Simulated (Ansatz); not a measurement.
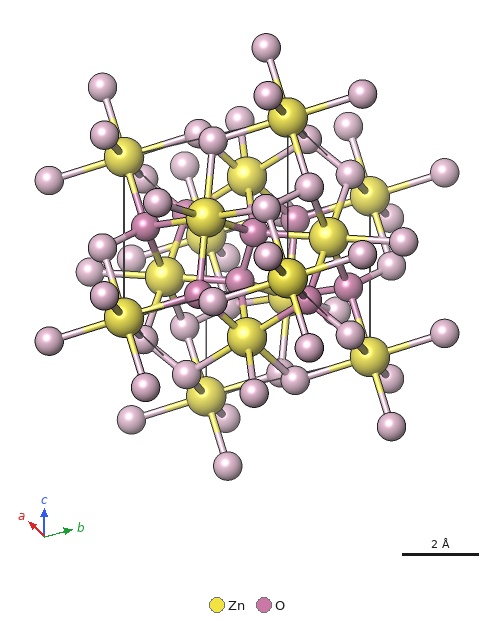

Figure 1. The starting structure (ball-and-stick view of the cell of the calculation, seen at an oblique angle; neighbours outside the cell are drawn fainter). An atom can appear more than once, as a periodic image. Near neighbours in the periodic cell (some may lie outside the picture): Zn has 6 O at 2.10 Å; O has 1 O at 1.48 Å and 3 Zn at 2.10 Å.

**Geometry relaxation, with input and output: ZnO₂ (part 1 of 2)**

- system: ZnO₂ (Pa-3, 12 atoms in the cell)
- method: DFT PBEsol, scalar-relativistic, plane waves, PAW, no spin polarisation (Ansatz 0.2.0)

The structure derives from a Materials Project entry.

What the program printed
```
Engine: ansatz 0.2.0, aarch64-unknown-linux-gnu
Pseudopotentials: kind: paw
Pseudopotential: Zn, paw, valence charge 12, recommended cutoff 420 eV (normal), Zn.paw.azcp
Pseudopotential: O, paw, valence charge 6, recommended cutoff 420 eV (normal), O.paw.azcp
Functional definition: PBEsol
  exchange = pbesol_x
  correlation = pbesol_c
Crystal: 12 atoms, lattice volume = 115.502 Å³
Basis set: ecut = 420 eV, 2301 PW (Γ), exchange–correlation on 72×72×72 points (8 copies of the dense FFT grid, shifted against one another)
Bands: 60, of which v1, the nominal top of the filled ones, is band 48 counted from 1 (47 counted from 0)
Symmetry: 24 space group operations
Space group: Pa-3 (ITA 205), of the structure as read, at distance tolerance 4.9e-5 Å
k-points: 24 of 216
Non-local potential: Zn, projectors of the file, l = 0: 2, l = 1: 2, l = 2: 3, l = 3: 1
Non-local potential: O, projectors of the file, l = 0: 2, l = 1: 2, l = 2: 1
PAW form: soft (Blöchl's): semilocal exchange-correlation on the pseudo side does not see the compensation charge
PAW frozen core: Zn, regenerated for the run's functional, and the local potential with it (the file was generated under x = pbe(κ = 0.804, μ = 0.2195149727645171), c = pbe(β = 0.06672455060314922))
PAW frozen core: O, regenerated for the run's functional, and the local potential with it (the file was generated under x = pbe(κ = 0.804, μ = 0.2195149727645171), c = pbe(β = 0.06672455060314922))
PAW one-centre angular grid: Zn, 590 points (default); XC on 64 Gauss nodes
PAW one-centre angular grid: O, 110 points (default); XC on 64 Gauss nodes
Initial density: superposition of atomic densities (neutral atoms: chi_scale 0, normalization atom), corrected by the library's trained network
Initial wavefunctions: pseudopotential atomic-orbital guess
Functional: x = pbesol(κ = 0.804, μ = 0.12345679012345678), c = pbesol(β = 0.046)
SCF iter   1: F=—  HF=-17599.558578 eV  |F-HF|=—  |Δ(HF+E_count)|=         —  Δρ=1.80e-2  dr2=2.98e-1  ethr=1.77e-3  ⟨swp⟩=6.7  Hψ=5582  notcnv=0  defer=7
preconditioner: auto → Resta (q_TF=auto, 2.645 Å⁻¹)  ε∞=7.4  [insulator: Δε(μ)=2.162 eV  Ē_g=13.405 eV  σ=0.020 eV  W_gap=1.00  n_scr=32 (ndim 8)  ℏωp=33.9 eV  f_vac=0.003  D(μ)=0.00/eV (n_scr^D=0)  ε∞_Penn≈7.4]
SCF iter   2: F=—  HF=-17599.483093 eV  |F-HF|=—  |Δ(HF+E_count)|=   7.55e-2  Δρ=6.48e-3  dr2=4.96e-2  ethr=3.10e-4  ⟨swp⟩=2.9  Hψ=2789  notcnv=0  defer=155
SCF iter   3: F=—  HF=-17599.470033 eV  |F-HF|=—  |Δ(HF+E_count)|=   1.31e-2  Δρ=1.45e-3  dr2=1.48e-3  ethr=5.17e-5  ⟨swp⟩=2.2  Hψ=2401  notcnv=0  defer=155
SCF iter   4: F=—  HF=-17599.469935 eV  |F-HF|=—  |Δ(HF+E_count)|=   9.86e-5  Δρ=2.08e-4  dr2=3.81e-5  ethr=1.54e-6  ⟨swp⟩=2.6  Hψ=2403  notcnv=0  defer=155
SCF iter   5: F=—  HF=-17599.469930 eV  |F-HF|=—  |Δ(HF+E_count)|=   4.58e-6  Δρ=1.70e-4  dr2=1.72e-5  ethr=3.96e-8  ⟨swp⟩=2.0  Hψ=2328  notcnv=0  defer=155
SCF iter   6: F=—  HF=-17599.469928 eV  |F-HF|=—  |Δ(HF+E_count)|=   2.32e-6  Δρ=5.07e-5  dr2=1.85e-6  ethr=1.79e-8  ⟨swp⟩=2.0  Hψ=2002  notcnv=0  defer=155
SCF iter   7: F=-17599.469928 eV  HF=-17599.469928 eV  |F-HF|=3.74e-8  |Δ(HF+E_count)|=   6.34e-7  Δρ=8.98e-6  dr2=8.26e-8  ethr=1.04e-10  ⟨swp⟩=11.7  Hψ=10659  notcnv=0
SCF 1 converged in 7 iterations: F = -17599.469928 eV  dr2 = 8.26e-8
  greatest PAW one-centre occupation: 0.994 electrons in one spin orbital (limit 2), on the Zn atom at site 2 (counted from 0), in its partial waves of l = 2
relax step   1: F+E_penalty+E_count = -17599.46992849 eV  Δ(F+E_penalty+E_count) = +0.000e0 eV  max|allowed force component| = 1.488e-2 eV/Å  Δτ_max = 0.0000 Å  P = -0.165 GPa  Ω = 115.502 Å³  (7 SCF iters, dr2 threshold 1.00e-7 eV, accepted)
Crystal: 12 atoms, lattice volume = 115.452 Å³
Initial density: handed on by an earlier stage of this run
Initial wavefunctions: those handed on with the density
iter 1 solved again at ethr=8.87e-9 eV; its pass at ethr=3.10e-3 eV (dr2=8.52e-6 eV) is discarded
SCF iter   1: F=—  HF=-17599.470354 eV  |F-HF|=—  |Δ(HF+E_count)|=         —  Δρ=1.23e-4  dr2=7.89e-6  ethr=8.87e-9  ⟨swp⟩=2.8  Hψ=4984  notcnv=0
preconditioner: auto → Resta (q_TF=auto, 2.646 Å⁻¹)  ε∞=7.4  [insulator: Δε(μ)=2.227 eV  Ē_g=13.382 eV  σ=0.020 eV  W_gap=1.00  n_scr=32 (ndim 8)  ℏωp=33.9 eV  f_vac=0.000  D(μ)=0.00/eV (n_scr^D=0)  ε∞_Penn≈7.4]
SCF iter   2: F=—  HF=-17599.470355 eV  |F-HF|=—  |Δ(HF+E_count)|=   9.64e-7  Δρ=5.70e-5  dr2=1.64e-6  ethr=8.22e-9  ⟨swp⟩=3.0  Hψ=2773  notcnv=0
SCF iter   3: F=—  HF=-17599.470354 eV  |F-HF|=—  |Δ(HF+E_count)|=   4.36e-7  Δρ=2.07e-5  dr2=3.88e-7  ethr=1.71e-9  ⟨swp⟩=2.1  Hψ=2373  notcnv=0
iter 4 did not close the SCF: its close was put off for the readings that it lacked (scf_convergence_deferred on its scf_iter line)
SCF iter   4: F=-17599.470354 eV  HF=-17599.470354 eV  |F-HF|=5.64e-9  |Δ(HF+E_count)|=   1.52e-7  Δρ=7.78e-6  dr2=4.09e-8  ethr=4.04e-10  ⟨swp⟩=2.0  Hψ=2308  notcnv=0
iter 5 did not close the SCF: its close was put off for the readings that it lacked (scf_convergence_deferred on its scf_iter line)
SCF iter   5: F=-17599.470354 eV  HF=-17599.470354 eV  |F-HF|=6.62e-10  |Δ(HF+E_count)|=   4.44e-9  Δρ=1.92e-6  dr2=1.92e-9  ethr=4.26e-11  ⟨swp⟩=2.1  Hψ=2317  notcnv=0
SCF iter   6: F=-17599.470354 eV  HF=-17599.470354 eV  |F-HF|=3.64e-11  |Δ(HF+E_count)|=  7.82e-10  Δρ=1.67e-7  dr2=1.78e-11  ethr=2.00e-12  ⟨swp⟩=4.1  Hψ=7355  notcnv=0
SCF 2 converged in 6 iterations: F = -17599.470354 eV  dr2 = 1.78e-11
  greatest PAW one-centre occupation: 0.994 electrons in one spin orbital (limit 2), on the Zn atom at site 1 (counted from 0), in its partial waves of l = 2
relax step   2: F+E_penalty+E_count = -17599.47035406 eV  Δ(F+E_penalty+E_count) = -4.256e-4 eV  max|allowed force component| = 8.690e-3 eV/Å  Δτ_max = 0.0002 Å  P = -0.074 GPa  Ω = 115.452 Å³  energy of the carried Pulay correction = +3.593e-4 eV  (6 SCF iters, accepted)
Crystal: 12 atoms, lattice volume = 115.415 Å³
iter 1 solved again at ethr=1.09e-8 eV; its pass at ethr=3.10e-3 eV (dr2=1.04e-5 eV) is discarded
SCF iter   1: F=—  HF=-17599.470640 eV  |F-HF|=—  |Δ(HF+E_count)|=         —  Δρ=1.63e-4  dr2=9.92e-6  ethr=1.09e-8  ⟨swp⟩=2.1  Hψ=4202  notcnv=0
preconditioner: auto → Resta (q_TF=auto, 2.646 Å⁻¹)  ε∞=7.4  [insulator: Δε(μ)=2.231 eV  Ē_g=13.387 eV  σ=0.020 eV  W_gap=1.00  n_scr=32 (ndim 8)  ℏωp=33.9 eV  f_vac=0.000  D(μ)=0.00/eV (n_scr^D=0)  ε∞_Penn≈7.4]
SCF iter   2: F=—  HF=-17599.470641 eV  |F-HF|=—  |Δ(HF+E_count)|=   1.20e-6  Δρ=7.66e-5  dr2=1.94e-6  ethr=1.03e-8  ⟨swp⟩=2.1  Hψ=2616  notcnv=0
SCF iter   3: F=—  HF=-17599.470641 eV  |F-HF|=—  |Δ(HF+E_count)|=   3.16e-7  Δρ=2.28e-5  dr2=3.76e-7  ethr=2.02e-9  ⟨swp⟩=2.1  Hψ=2539  notcnv=0
SCF iter   4: F=—  HF=-17599.470640 eV  |F-HF|=—  |Δ(HF+E_count)|=   1.47e-7  Δρ=8.54e-6  dr2=4.47e-8  ethr=3.92e-10  ⟨swp⟩=2.0  Hψ=2317  notcnv=0
iter 5 did not close the SCF: its close was put off for the readings that it lacked (scf_convergence_deferred on its scf_iter line)
SCF iter   5: F=-17599.470640 eV  HF=-17599.470640 eV  |F-HF|=1.12e-9  |Δ(HF+E_count)|=   2.67e-9  Δρ=2.14e-6  dr2=2.50e-9  ethr=4.66e-11  ⟨swp⟩=2.2  Hψ=2274  notcnv=0
SCF iter   6: F=-17599.470640 eV  HF=-17599.470640 eV  |F-HF|=3.64e-11  |Δ(HF+E_count)|=   1.30e-9  Δρ=1.92e-7  dr2=2.81e-11  ethr=2.60e-12  ⟨swp⟩=4.0  Hψ=7406  notcnv=0
SCF 3 converged in 6 iterations: F = -17599.470640 eV  dr2 = 2.81e-11
relax step   3: F+E_penalty+E_count = -17599.47064042 eV  Δ(F+E_penalty+E_count) = -2.864e-4 eV  max|allowed force component| = 3.927e-4 eV/Å  Δτ_max = 0.0003 Å  P = +0.003 GPa  Ω = 115.415 Å³  energy of the carried Pulay correction = +6.202e-4 eV  (6 SCF iters, accepted)
Initial wavefunctions: pseudopotential atomic-orbital guess (no wavefunctions were taken with the density)
iter 1 solved again at ethr=1.27e-7 eV; its pass at ethr=3.10e-3 eV (dr2=1.22e-4 eV) is discarded
SCF iter   1: F=—  HF=-17599.470362 eV  |F-HF|=—  |Δ(HF+E_count)|=         —  Δρ=3.59e-6  dr2=2.12e-9  ethr=1.27e-7  ⟨swp⟩=3.1  Hψ=9300  notcnv=0
eigensolver tolerance schedule: the retry pair's looser diagonalisation over-reported the residual by 57730.52 of it (diagonalisation noise at an unbounded share of the residual, at the tolerance the schedule requests for it); recorded, not acted on — ethr = c·dr2/N_el stays at c = 1.0e-1
preconditioner: auto → Resta (q_TF=auto, 2.646 Å⁻¹)  ε∞=7.4  [insulator: Δε(μ)=2.230 eV  Ē_g=13.387 eV  σ=0.020 eV  W_gap=1.00  n_scr=32 (ndim 8)  ℏωp=33.9 eV  f_vac=0.000  D(μ)=0.00/eV (n_scr^D=0)  ε∞_Penn≈7.4]
SCF iter   2: F=—  HF=-17599.470367 eV  |F-HF|=—  |Δ(HF+E_count)|=   4.38e-6  Δρ=2.15e-6  dr2=8.85e-10  ethr=2.21e-12  ⟨swp⟩=3.2  Hψ=3622  notcnv=0
SCF iter   3: F=—  HF=-17599.470367 eV  |F-HF|=—  |Δ(HF+E_count)|=  8.80e-10  Δρ=6.46e-7  dr2=2.70e-10  ethr=1.00e-12  ⟨swp⟩=2.0  Hψ=2592  notcnv=0
iter 4 did not close the SCF: its close was put off for the readings that it lacked (scf_convergence_deferred on its scf_iter line)
SCF iter   4: F=-17599.470367 eV  HF=-17599.470367 eV  |F-HF|=7.28e-12  |Δ(HF+E_count)|=  6.55e-11  Δρ=1.89e-7  dr2=2.30e-11  ethr=1.00e-12  ⟨swp⟩=1.0  Hψ=1440  notcnv=0
iter 5 did not close the SCF: its close was put off for the readings that it lacked (scf_convergence_deferred on its scf_iter line)
SCF iter   5: F=-17599.470367 eV  HF=-17599.470367 eV  |F-HF|=7.28e-12  |Δ(HF+E_count)|=    0.00e0  Δρ=8.08e-8  dr2=4.44e-12  ethr=1.00e-12  ⟨swp⟩=1.0  Hψ=1440  notcnv=0
iter 6 did not close the SCF: its close was put off for the readings that it lacked (scf_convergence_deferred on its scf_iter line)
SCF iter   6: F=-17599.470367 eV  HF=-17599.470367 eV  |F-HF|=1.09e-11  |Δ(HF+E_count)|=    0.00e0  Δρ=2.50e-8  dr2=2.86e-13  ethr=1.00e-12  ⟨swp⟩=1.0  Hψ=1440  notcnv=0
iter 7 did not close the SCF: its close was put off for the readings that it lacked (scf_convergence_deferred on its scf_iter line)
SCF iter   7: F=-17599.470367 eV  HF=-17599.470367 eV  |F-HF|=7.28e-12  |Δ(HF+E_count)|=  3.64e-12  Δρ=7.22e-9  dr2=1.92e-14  ethr=1.00e-12  ⟨swp⟩=1.0  Hψ=1440  notcnv=0
SCF iter   8: F=-17599.470367 eV  HF=-17599.470367 eV  |F-HF|=3.64e-12  |Δ(HF+E_count)|=  7.28e-12  Δρ=1.81e-9  dr2=2.89e-15  ethr=1.00e-12  ⟨swp⟩=2.6  Hψ=4196  notcnv=0
SCF 4 converged in 8 iterations: F = -17599.470367 eV  dr2 = 2.89e-15
  greatest PAW one-centre occupation: 0.994 electrons in one spin orbital (limit 2), on the Zn atom at site 3 (counted from 0), in its partial waves of l = 2
relax step   4: F+E_penalty+E_count = -17599.47036684 eV  Δ(F+E_penalty+E_count) = +2.736e-4 eV  max|allowed force component| = 3.917e-4 eV/Å  Δτ_max = 0.0000 Å  P = -0.004 GPa  Ω = 115.415 Å³  stress off target by 4.49e-3 GPa  SCF on the basis re-selected at this cell (its energy is not comparable with the rows above)  (8 SCF iters)
```

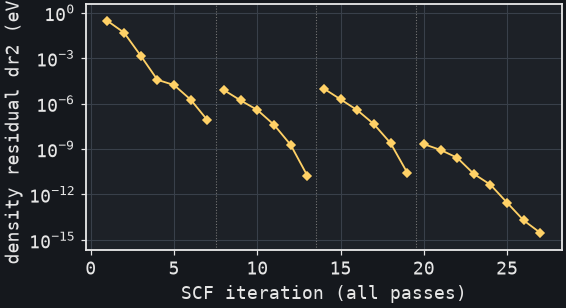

Figure 2. Convergence of the self-consistent field: density residual dr2 against the SCF iteration. The dotted lines part the SCF passes of the relaxation: geometry steps, rejected trials and re-solves on a re-selected basis. The passes take 7, 6, 6 and 8 iterations.

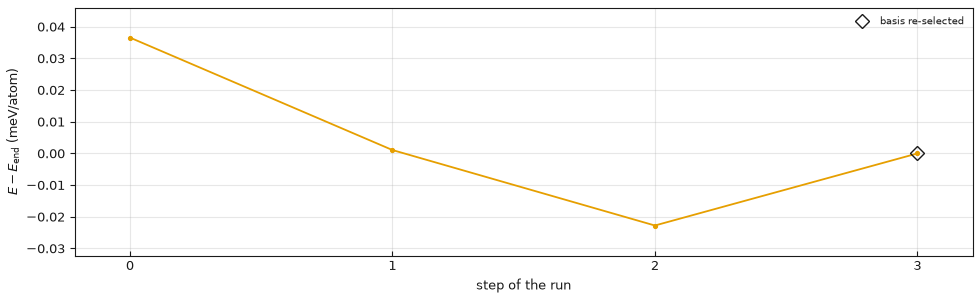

Figure 3. Progress of the relaxation, step by step (the first geometry is step 0 here and step 1 in the log). The atoms keep their places relative to the cell (all moves are under 0.005 Å). Cell: a = b = c 4.870 → 4.869 Å (0.0 %). Volume −0.1 %. The space group stays Pa-3 (No. 205). After 2 geometry steps the energy has fallen by 0.1 meV per atom. The largest force component goes from 0.015 to 0.00039 eV/Å. The pressure goes from −0.17 to 0.00 GPa. A last SCF at the same geometry on a re-selected plane-wave basis shifts the energy by +0.0 meV per atom.

```
basis re-selected at this cell: Δ(F+E_penalty+E_count) = +2.736e-4 eV, ΔP = -0.008 GPa vs the last step (what re-selecting the basis moved, of the pressure what is left beyond the Pulay correction that the steps carried, after the strain that the cell walked since its last selection, with what the two solves' SCF thresholds leave and, on support functions, any second-order correction that the steps lacked; it is no measure of the basis error at this ecutwfc). This SCF's stress stands 4.49e-3 GPa from its target on what of the cell is left free (relax.cell.stress_tol is 5.00e-2 GPa) and its largest allowed force component is 3.92e-4 eV/Å (relax.f_tol is 5.00e-3 eV/Å): within both
SCF converged after 8 iterations
Free energy (F): -17599.470367 eV
Harris-Foulkes:  -17599.470367 eV  (|F-HF|=3.64e-12)
Internal energy: -17599.470367 eV  (E = F + TS)
E sigma→0 (E₀):  -17599.470367 eV
Fermi energy:    10.029484 eV
--- Per-component energies (eV) ---
  E_band       = 157.606245
  E_kinetic    = 1910.640416
  E_local      = -8545.490625  (includes V_loc(G=0)·N_el)
  E_nonlocal   = 2879.629402
  E_hartree    = 3382.848602
  E_xc         = -1115.580785
  E_vxc        = -945.536111  (∫ρ·V_xc dr)
  E_paw        = -8403.212073  (= ΣΔE_a)
  E_vpaw       = -1907.351537  (= ΣTr[D̂ρ^β])
  E_aug_tail   = 0.017499  (compensation charges beyond the density's cutoff)
  E_ewald      = -7711.794525
  E_core_change = 3.471723  (= ΣΔE_core)
  E_smearing   = -0.000000  (= −TS)
  E_closure    = 0.000000  (closes the sum)
  Σ components = -17599.470367   (vs F -17599.470367, Δ=0.00e0)
--- Forces (eV/Å), atoms counted from 1 ---
  atom   1  Zn     0.00000000     0.00000000    -0.00000000
  atom   2  Zn    -0.00000000     0.00000000     0.00000000
  atom   3  Zn    -0.00000000     0.00000000    -0.00000000
  atom   4  Zn     0.00000000     0.00000000     0.00000000
  atom   5  O      0.00039167    -0.00039167     0.00039167
  atom   6  O     -0.00039167     0.00039167     0.00039167
  atom   7  O      0.00039167     0.00039167    -0.00039167
  atom   8  O     -0.00039167    -0.00039167    -0.00039167
  atom   9  O      0.00039167     0.00039167     0.00039167
  atom  10  O     -0.00039167    -0.00039167     0.00039167
  atom  11  O      0.00039167    -0.00039167    -0.00039167
  atom  12  O     -0.00039167     0.00039167    -0.00039167
  max |Σ_I F_I| component: 9.27e-18 eV/Å
```
